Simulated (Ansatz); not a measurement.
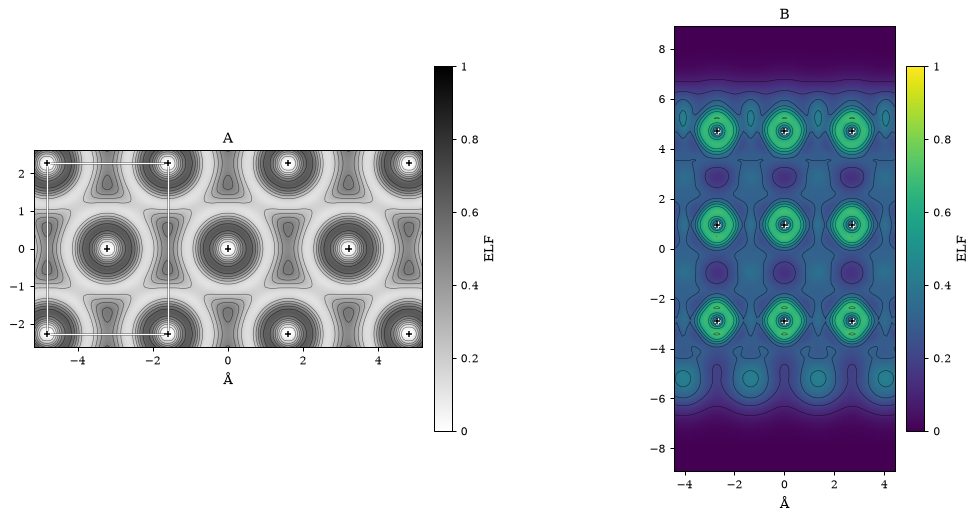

The ELF of 2 systems, each on a plane through atoms (crosses mark nuclei in the plane).

Theory: DFT PBEsol, scalar-relativistic, plane waves, PAW in Ansatz.

System 1: Ir (slab), the (010) plane of the calculation cell, a cut from vacuum to vacuum. Computed without spin polarisation.

System 2: Ti, the (101) plane of the conventional cell. Space group Im-3m; computed without spin polarisation.

```
CELL_PARAMETERS angstrom
3.21023 0.00000 0.00000
0.00000 3.21023 0.00000
0.00000 0.00000 3.21023
ATOMIC_POSITIONS crystal
Ti 0.00000 0.00000 0.00000
Ti 0.50000 0.50000 0.50000
```

Question: Match each panel to its system.

Answer: Panel A is system 2, Ti: the plane holds Ti. Ti–Ti (2.78 Å): the ELF is about 0.20 at the midpoint: no shared electron pair shows on this line. Panel B is system 1, Ir: the plane holds Ir. Ir–Ir (2.71 Å): the ELF is about 0.35 at the midpoint.
